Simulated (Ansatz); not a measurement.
# Mending a single-point calculation on WS$_{2}$

System: WS$_{2}$ (R3m, 3 atoms in the cell).
Method of run A: DFT, PBE, dispersion d3bj, plane waves, PAW, Ueff = 20 eV on W d, no spin polarisation (Ansatz 0.2.0).

The structure derives from an entry of the Crystallography Open Database. Some settings of this run were made unusual or wrong on purpose. Text and figures count atoms from 1; the logs count them from 0 in places.

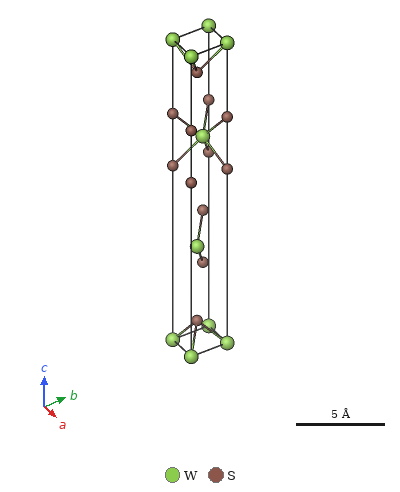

Figure 1. The structure as given in the input (ball-and-stick view of the cell 3 times as large as that of the calculation, set on its symmetry axes, seen slightly off an axis). An atom can appear more than once, as a periodic image. Near neighbours in the periodic cell (some may lie outside the picture): W has 6 S at 2.41 Å; S has 3 W at 2.41 Å.

Input file, run A:
```yaml
crystal:
  lattice:
    - [1.5786015678, 0.9114060401, 6.0393060233]
    - [-1.5786015678, 0.9114060401, 6.0393060233]
    - [0.0, -1.8228120802, 6.0393060233]
  atoms:
    - { symbol: W, position: [-0.0006554633, -0.0006554633, -0.0006554633] }
    - { symbol: S, position: [0.7527776226, 0.7527776226, 0.7527776226] }
    - { symbol: S, position: [0.5791778406, 0.5791778406, 0.5791778406] }
basis:
  ecutwfc: 420
kpoints:
  mp_grid: { grid: [12, 12, 12] }
hamiltonian:
  xc: pbe
  dispersion: d3bj
  hubbard: { sites: [{ species: W, l: d, u_eff: 20.0 }] }
scf:
  occupations: { method: gaussian, width: 0.02 }
  max_iter: 80
output:
  forces: true
  eigenvalues: true
  stress: true
```

Launched with:
```bash
ansatz run input.yaml --threads 2 --pin off --max-ram 5120MiB --backend cpu --events-out ev --progress --plain --runs-dir out
```

Hardware: 2 threads of Intel Xeon (Granite Rapids), 32 GiB of memory available, shared host.

Output, shortened to warnings, some set-up lines, iterations and results (run A):
```
Basis set: ecut = 420 eV, 999 PW (Γ), FFT grids on a1−a3, a2−a3, a3, exchange–correlation on 48×48×90 points (8 copies of the dense FFT grid, shifted against one another)
Symmetry: 6 space group operations
k-points: 189 of 1728 (time reversal used)
Initial density: superposition of atomic densities (chi_scale 0.1, normalization cell, long waves of neutral atoms under a Hubbard term (reshape's long-wave potential 0.03 eV rms, cloud 2.67 Å wide))
[...]
SCF iter   1: F=—  HF=-12167.982617 eV  |F-HF|=—  |Δ(HF+E_count)|=         —  Δρ=6.73e-2  dr2=3.09e0  ethr=3.10e-3  ⟨swp⟩=6.1  Hψ=19400  notcnv=0
SCF iter   2: F=—  HF=-12168.074557 eV  |F-HF|=—  |Δ(HF+E_count)|=   9.19e-2  Δρ=5.06e-2  dr2=4.03e0  ethr=3.10e-3  ⟨swp⟩=3.7  Hψ=8847  notcnv=0
SCF iter   3: F=—  HF=-12167.757619 eV  |F-HF|=—  |Δ(HF+E_count)|=   3.17e-1  Δρ=2.03e-2  dr2=2.69e-1  ethr=3.10e-3  ⟨swp⟩=3.7  Hψ=8127  notcnv=0
SCF iter   4: F=—  HF=-12168.236390 eV  |F-HF|=—  |Δ(HF+E_count)|=   4.79e-1  Δρ=1.80e-2  dr2=2.86e-1  ethr=1.03e-3  ⟨swp⟩=2.9  Hψ=5702  notcnv=0
SCF iter   5: F=—  HF=-12168.902051 eV  |F-HF|=—  |Δ(HF+E_count)|=   6.66e-1  Δρ=1.97e-2  dr2=9.44e-2  ethr=1.03e-3  ⟨swp⟩=2.8  Hψ=5730  notcnv=0
[... 21 lines ...]
SCF iter  27: F=—  HF=-12171.409596 eV  |F-HF|=—  |Δ(HF+E_count)|=   3.08e-5  Δρ=4.65e-5  dr2=1.77e-6  ethr=9.60e-8  ⟨swp⟩=3.6  Hψ=7382  notcnv=0
SCF iter  28: F=—  HF=-12171.409597 eV  |F-HF|=—  |Δ(HF+E_count)|=   6.92e-7  Δρ=1.92e-5  dr2=4.89e-7  ethr=6.81e-9  ⟨swp⟩=3.3  Hψ=6433  notcnv=0
SCF iter  29: F=—  HF=-12171.409597 eV  |F-HF|=—  |Δ(HF+E_count)|=   2.89e-8  Δρ=7.55e-6  dr2=1.00e-7  ethr=3.85e-10  ⟨swp⟩=5.1  Hψ=18115  notcnv=0
SCF iter  30: F=-12171.409597 eV  HF=-12171.409597 eV  |F-HF|=3.92e-9  |Δ(HF+E_count)|=   8.18e-9  Δρ=1.95e-6  dr2=6.02e-9  ethr=3.85e-10  ⟨swp⟩=5.3  Hψ=12135  notcnv=0
SCF 1 converged in 30 iterations: F = -12171.409597 eV  dr2 = 6.02e-9
SCF converged after 30 iterations
Free energy (F): -12171.409597 eV
Harris-Foulkes:  -12171.409597 eV  (|F-HF|=3.92e-9)
Internal energy: -12171.409597 eV  (E = F + TS)
E sigma→0 (E₀):  -12171.409597 eV
Fermi energy:    12.888470 eV
--- Per-component energies (eV) ---
  E_band       = -190.219666
  E_kinetic    = 675.580494
  E_local      = -1659.145439  (includes V_loc(G=0)·N_el)
  E_nonlocal   = 59.982613
  E_hartree    = 650.120172
  E_xc         = -464.082685
  E_vxc        = -417.429662  (∫ρ·V_xc dr)
  E_hubbard    = 15.114825  (on-site DFT+U / exact-exchange correction)
  E_vhub       = -13.783052  (the Hubbard potential's part of the band-sum identity)
  E_paw        = -9763.972553  (= ΣΔE_a)
  E_vpaw       = -135.661938  (= ΣTr[D̂ρ^β])
  E_aug_tail   = -0.000061  (compensation charges beyond the density's cutoff)
  E_ewald      = -1683.696277
  E_disp       = -1.310686  (pairwise vdW)
  E_smearing   = -0.000000  (= −TS)
  E_closure    = 0.000000  (closes the sum)
  Σ components = -12171.409597   (vs F -12171.409597, Δ=0.00e0)
--- Forces (eV/Å), atoms counted from 1 ---
  atom   1  W      0.00000000     0.00000000     0.00454325
  atom   2  S     -0.00000000     0.00000000     1.20380552
  atom   3  S      0.00000000    -0.00000000    -1.20836409
  max |Σ_I F_I| component: 1.53e-5 eV/Å
--- Stress (GPa, compression-positive) ---
       42.517794       0.000000      -0.000000
        0.000000      42.517794      -0.000000
       -0.000000      -0.000000      13.336386
  P = ⅓ Tr σ = 32.7907 GPa (327.907 kbar)
Occupation matrices written to [file]
```

What went wrong, and how is the input to be mended?

Answer. This input holds a deliberate fault: an enormous or negative U (`hamiltonian.hubbard`). Such a U drives the occupations to unphysical values. The run converged all the same; its numbers are those of the faulty input and shouldn't be used.

A run of the same system that converges differs from this input as follows (lines with − go, lines with + come):
```diff
+  band_path: { path: [VBM, CBM], npoints: 2 }
-  hubbard: { sites: [{ species: W, l: d, u_eff: 20.0 }] }
-  max_iter: 80
+  write_density: true
+  write_potential: true
+  elf: true
+  volumetric_format: npy
```

Output, shortened to warnings, some set-up lines, iterations and results (run B):
```
Basis set: ecut = 420 eV, 999 PW (Γ), FFT grids on a1−a2, a2, −a2+a3, exchange–correlation on 48×90×48 points (8 copies of the dense FFT grid, shifted against one another)
Symmetry: 6 space group operations
k-points: 189 of 1728 (time reversal used)
Initial density: superposition of atomic densities (neutral atoms: chi_scale 0, normalization atom), corrected by the library's trained network
[...]
SCF iter   1: F=—  HF=-12192.653455 eV  |F-HF|=—  |Δ(HF+E_count)|=         —  Δρ=5.16e-3  dr2=5.35e-3  ethr=1.77e-3  ⟨swp⟩=6.0  Hψ=19128  notcnv=0
SCF iter   2: F=—  HF=-12192.656714 eV  |F-HF|=—  |Δ(HF+E_count)|=   3.26e-3  Δρ=2.66e-3  dr2=1.72e-3  ethr=2.06e-5  ⟨swp⟩=2.2  Hψ=6565  notcnv=0
SCF iter   3: F=—  HF=-12192.658737 eV  |F-HF|=—  |Δ(HF+E_count)|=   2.02e-3  Δρ=7.17e-4  dr2=6.22e-4  ethr=6.62e-6  ⟨swp⟩=2.0  Hψ=5292  notcnv=0
SCF iter   4: F=—  HF=-12192.658680 eV  |F-HF|=—  |Δ(HF+E_count)|=   5.68e-5  Δρ=1.41e-4  dr2=1.53e-5  ethr=2.39e-6  ⟨swp⟩=2.0  Hψ=4530  notcnv=0
SCF iter   5: F=—  HF=-12192.658682 eV  |F-HF|=—  |Δ(HF+E_count)|=   2.59e-6  Δρ=2.33e-5  dr2=6.77e-7  ethr=5.88e-8  ⟨swp⟩=2.0  Hψ=4647  notcnv=0
SCF iter   6: F=-12192.658682 eV  HF=-12192.658682 eV  |F-HF|=7.37e-9  |Δ(HF+E_count)|=   3.85e-8  Δρ=5.85e-6  dr2=2.79e-8  ethr=3.85e-10  ⟨swp⟩=11.0  Hψ=25519  notcnv=0
SCF 1 converged in 6 iterations: F = -12192.658682 eV  dr2 = 2.79e-8
NSCF: frozen V_eff on 32 k-points
NSCF: frozen V_eff on 32 k-points
NSCF: frozen V_eff on 32 k-points
NSCF: frozen V_eff on 32 k-points
NSCF: frozen V_eff on 2 k-points
NSCF: frozen V_eff on 17 k-points
NSCF: frozen V_eff on 10 k-points
NSCF: frozen V_eff on 9 k-points
NSCF: frozen V_eff on 17 k-points
NSCF: frozen V_eff on 5 k-points
NSCF: frozen V_eff on 7 k-points
NSCF: frozen V_eff on 7 k-points
NSCF: frozen V_eff on 6 k-points
NSCF: frozen V_eff on 8 k-points
NSCF: frozen V_eff on 6 k-points
NSCF: frozen V_eff on 3 k-points
SCF converged after 6 iterations
Free energy (F): -12192.658682 eV
Harris-Foulkes:  -12192.658682 eV  (|F-HF|=7.37e-9)
Internal energy: -12192.658682 eV  (E = F + TS)
E sigma→0 (E₀):  -12192.658682 eV
Fermi energy:    12.639510 eV
--- Per-component energies (eV) ---
  E_band       = -177.213109
  E_kinetic    = 667.339194
  E_local      = -1662.093279  (includes V_loc(G=0)·N_el)
  E_nonlocal   = 57.434054
  E_hartree    = 655.470808
  E_xc         = -462.631298
  E_vxc        = -415.691994  (∫ρ·V_xc dr)
  E_paw        = -9763.171137  (= ΣΔE_a)
  E_vpaw       = -135.137356  (= ΣTr[D̂ρ^β])
  E_aug_tail   = -0.000062  (compensation charges beyond the density's cutoff)
  E_ewald      = -1683.696277
  E_disp       = -1.310686  (pairwise vdW)
  E_smearing   = -0.000000  (= −TS)
  E_closure    = 0.000000  (closes the sum)
  Σ components = -12192.658682   (vs F -12192.658682, Δ=0.00e0)
--- Forces (eV/Å), atoms counted from 1 ---
  atom   1  W     -0.00000000    -0.00000000     0.00093962
  atom   2  S     -0.00000000     0.00000000    -0.00007668
  atom   3  S     -0.00000000    -0.00000000    -0.00085937
  max |Σ_I F_I| component: 3.58e-6 eV/Å
--- Stress (GPa, compression-positive) ---
        0.026651       0.000000      -0.000000
        0.000000       0.026651       0.000000
       -0.000000       0.000000       0.025268
  P = ⅓ Tr σ = 0.0262 GPa (0.262 kbar)
```

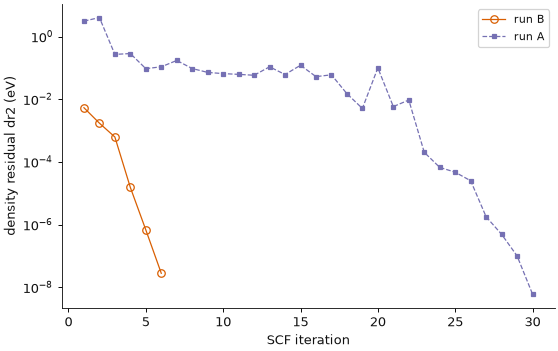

Figure 2. Convergence of the two runs: density residual dr2 against the SCF iteration. Run B takes 6 iterations in all, and run A takes 30.

The two runs side by side:

```csv
quantity,run A,run B
outcome,converged,converged
free energy per atom (eV),−4057.1365,−4064.2196
gap on the mesh (eV),2.90,0.91
pressure (GPa),32.79,0.03
largest force (eV/Å),1.208,0.001
SCF iterations,30,6
irreducible k-points,189,189
plane waves at Γ,999,999
wall time (shared host),16 s,8.7 s
```

The total energies belong to different models, so their difference says nothing on which is more stable or more accurate. The gap on the mesh goes from 2.90 to 0.91 eV. The pressure goes from 32.79 to 0.03 GPa. The largest force goes from 1.208 to 0.001 eV/Å. The SCF takes 6 iterations against 30. On the same kind of shared host run B took about 0.55 times as long. The two runs start from different initial densities, which also moves the count.

Notes on run B: Spin–orbit coupling is left out, which matters for W.
